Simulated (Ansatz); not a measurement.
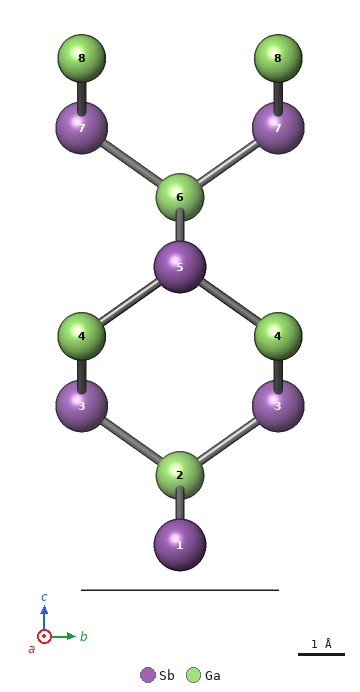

Reference structure: a (1 0 0) slab of GaSb as cut from the relaxed bulk. A ball-and-stick model of the 2 × 1 repeat of the cell, outlined in the plane, without the vacuum, seen along the a axis.

Theory: Ansatz, DFT PBEsol, scalar-relativistic, plane waves, PAW. Settings: plane-wave cutoff 420 eV; occupations gaussian; smearing width 0.1 eV; no spin polarisation. The k-mesh is chosen for each cell (8×8×11, 8×8×1).

Change: The atoms of the slab are relaxed at the bulk's in-plane cell.

What is the effect?

Answer. The surface energy (mean of the two faces) falls from 1.25 to 1.23 J/m². The top spacing, between the Ga and Sb planes, goes from 1.53 to 1.68 Å (+10.0 %), the bottom one (Sb to Ga) from 1.53 to 1.50 Å (−1.7 %). The work function of the top face goes from 4.43 to 4.45 eV. The cell doesn't change. The largest move relative to the layer's centre is that of Ga8, 0.15 Å along the normal (+c). Largest moves by element: Ga 0.15 Å, Sb 0.01 Å. Among the bonded contacts that change: Ga–Sb 2.646 → 2.631 to 2.737 Å.

Drawn alike, the variant:

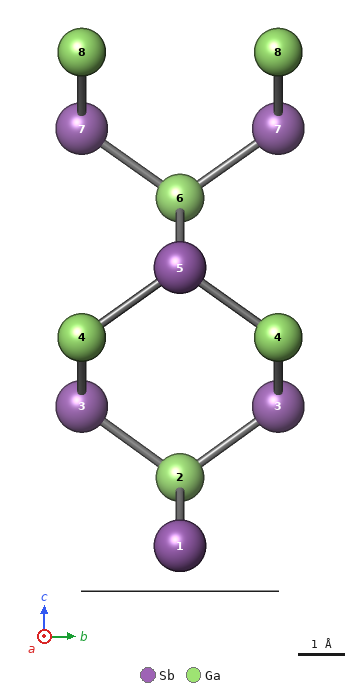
